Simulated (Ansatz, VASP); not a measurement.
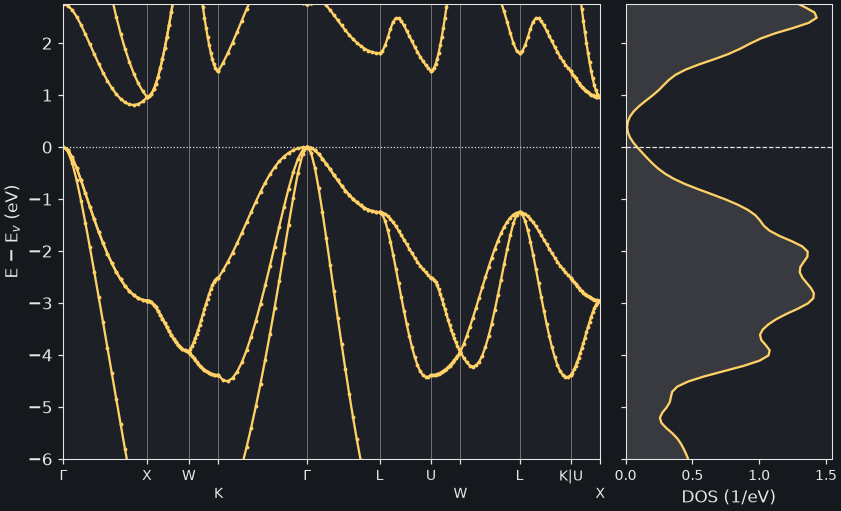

Band structure and density of states. Energies are counted from the top of the valence band. The DOS curve is built from the levels of the k mesh with Gaussians 0.55 eV wide, which also blur the band edges; ripples of that width can come from the mesh.

Which of these calculations gave it?
A. diamond-type Si, space group Fd-3m (No. 227), 2 atoms in the primitive cell (cubic a = 5.469 Å); r2SCAN
B. fcc Sc, space group Fm-3m (No. 225), 1 atom in the primitive cell (cubic a = 4.520 Å); LDA
C. hcp Re, space group P6_3/mmc (No. 194), 2 atoms in the cell (a = 2.761 Å, c = 4.458 Å (hexagonal axes)); PBEsol
D. anatase TiO₂, space group I4_1/amd (No. 141), 6 atoms in the primitive cell (a = 3.784 Å, c = 9.515 Å (tetragonal axes)); TB-mBJ

A. The material is gapped. The gap along this path is 0.81 eV and indirect, from the valence-band top at Γ to the conduction-band bottom between Γ and X; the smallest direct gap is 2.75 eV, at Γ. Three bands meet at the valence-band top at Γ: it is triply degenerate (spin aside). The direct gaps are 3.98 eV at K, 3.92 eV at X and 3.06 eV at L. A face-centred cubic lattice: the path Γ–X–W–K–Γ–L–U–W–L–K|U–X runs through the special points of its Brillouin zone.

Computed with VASP 6.6.1: r2SCAN, VASP PAW PBE potentials, release 64 (Si), no spin polarisation, no spin-orbit coupling, 10×10×10 k mesh, 520 eV cutoff.

The PAW data sets were made with another functional. LDA, GGA and most meta-GGA functionals understate gaps.
